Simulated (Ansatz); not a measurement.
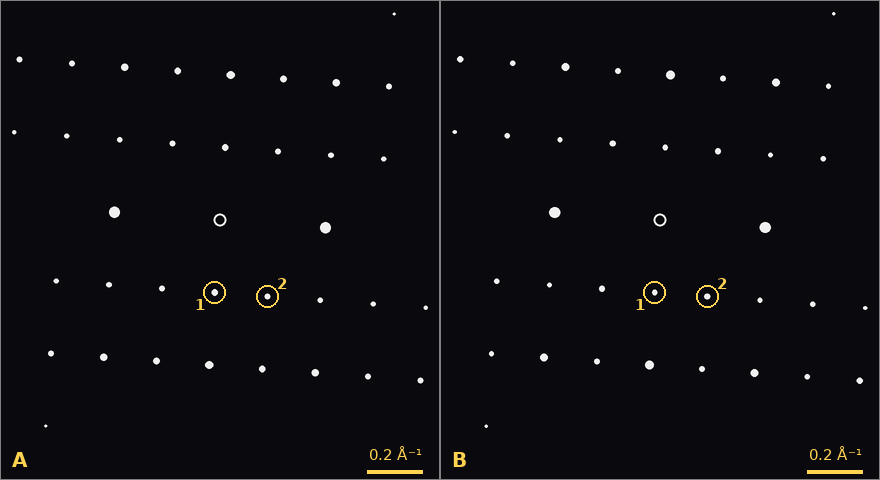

Kinematic electron diffraction patterns (200 kV, B = 0.5 Å², same scale) along [011] of the run's own cell, for the start and the end of one relaxation of CdS with DFT PBE, scalar-relativistic, plane waves, PAW in Ansatz. k mesh 10×10×8. The start is a generated model structure, and the relaxation ends in the nearest stationary point of its symmetry, not necessarily the ground state. Spot 1 is 0 -1 1 and spot 2 is 1 -1 1 in both.

Start structure:

```
CELL_PARAMETERS angstrom
5.17681 0.00000 0.00000
0.00000 5.17681 0.00000
0.00000 0.00000 5.44430
ATOMIC_POSITIONS crystal
Cd 0.00000 0.50000 0.04829
Cd 0.50000 0.00000 0.95171
S 0.00000 0.00000 0.00000
S 0.50000 0.50000 0.00000
```

Which pattern belongs to the start structure, and which to the relaxed one?

B is the start: its cell gives d(1) = 3.752 Å, d(2) = 3.038 Å and an angle of 35.9°. The spot positions hardly differ, so the intensities decide: those computed from the start structure match B, and A is the relaxed structure.

Name reflections whose intensity changes strongly on relaxation.

0 1 -1 goes from 5.8 to 12 % of the strongest spot; 1 -2 2 goes from 7.2 to 13 % of the strongest spot.

What did the relaxation do to the structure and the energy?

The volume changed by +0.0 % to 36.49 Å³ an atom; with the mean shift removed, the atoms moved by up to 0.11 Å relative to the cell (Cd most); the space group stayed P4/nmm (No. 129); the free energy fell by 1.2 meV an atom. Relaxed cell: a = 5.159 Å, b = 5.159 Å, c = 5.483 Å, α = 90.00°, β = 90.00°, γ = 90.00°.
